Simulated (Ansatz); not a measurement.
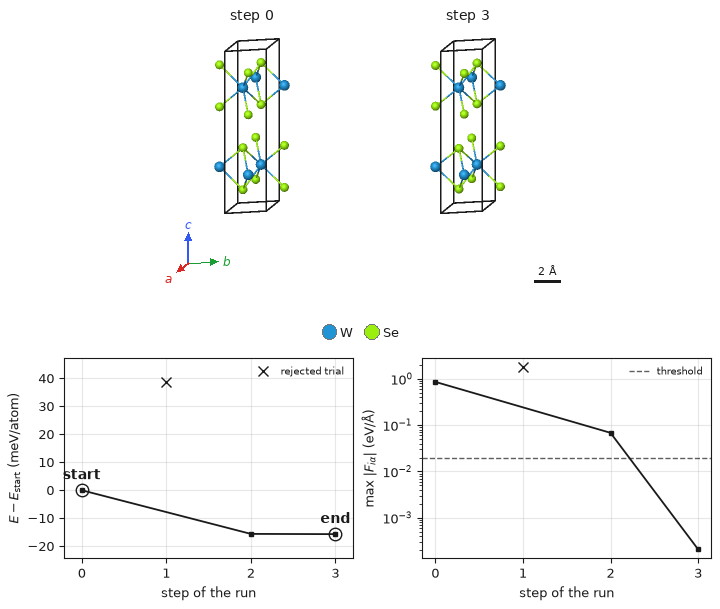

First and last geometry of a relaxation of solid WSe2 (a generated structure, set up in P6_3/mmc), with the history of the run. Style: ball-and-stick. Shown: the cell of the calculation, slightly off an axis.

Computed with Ansatz 0.2.0, DFT, PBE, plane-wave PAW, default files, scalar-relativistic. Set-up: plane-wave cutoff 420 eV; k-point mesh 15 × 15 × 4; occupations fermi dirac; smearing width 0.02 eV; collinear spin; atoms relaxed in a fixed cell; force threshold 0.02 eV/Å; at most 60 steps.

**Read the history and describe the run.**

It converged. Over 2 accepted moves (3 points after the start) the energy falls by 15.7 meV per atom. The largest force component goes from 0.86 to 0.00021 eV/Å. The line search rejected the trial step at point 1 of the run. The largest moves, 0.053 Å, are those of Se atoms. W stays in place. The lattice vectors keep their values. Some distances before and after: Se–W 2.587 → 2.552 Å. The space group stays P6_3/mmc (No. 194). The program noted that the starting moments weren't kept. Cost: 2.6 min on 1 thread of Intel(R) Xeon(R) 6975P-C (Granite Rapids) (shared host), peak memory 1.2 GiB.

```json
{"step": "0", "E − E(0), meV/atom": "0.00", "largest force component, eV/Å": "0.8624", "note": ""}
{"step": "1", "E − E(0), meV/atom": "38.67", "largest force component, eV/Å": "1.8178", "note": "rejected"}
{"step": "2", "E − E(0), meV/atom": "-15.60", "largest force component, eV/Å": "0.0684", "note": ""}
{"step": "3", "E − E(0), meV/atom": "-15.69", "largest force component, eV/Å": "0.0002", "note": ""}
```
